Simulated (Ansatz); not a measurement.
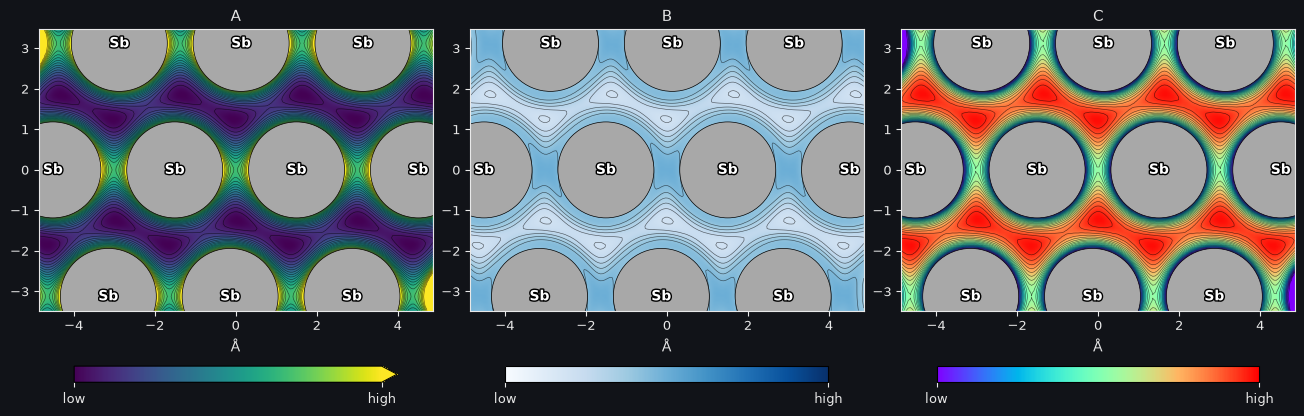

Sb: 3 fields on the (011̄) plane of the conventional cell, with unlabelled colour scales. Grey discs cover the atomic cores.

Space group P-1; a structure from a database of computed crystals, not necessarily the ambient phase; changed on purpose from its base cell (all atoms moved at random, cell strained at random); computed pressure about 10 GPa in this cell; computed without spin polarisation.

Theory: DFT PBE, scalar-relativistic, plane waves, PAW in Ansatz.

Which field does each panel show? The fields are: electron localisation function, electrostatic potential energy of an electron and valence pseudo-density.

Answer. Panel A: valence pseudo-density. Panel B: electron localisation function. Panel C: electrostatic potential energy of an electron (low next to the atoms, rising into the space between them). From the grid: Sb–Sb (3.01 Å): ρ is about 0.28 e/Å³ halfway; the ELF is about 0.50 at the midpoint. Sb–Sb (3.41 Å): the density is about 0.15 e/Å³ at the midpoint; the ELF is about 0.25 at the midpoint (no localised pair shows between them).
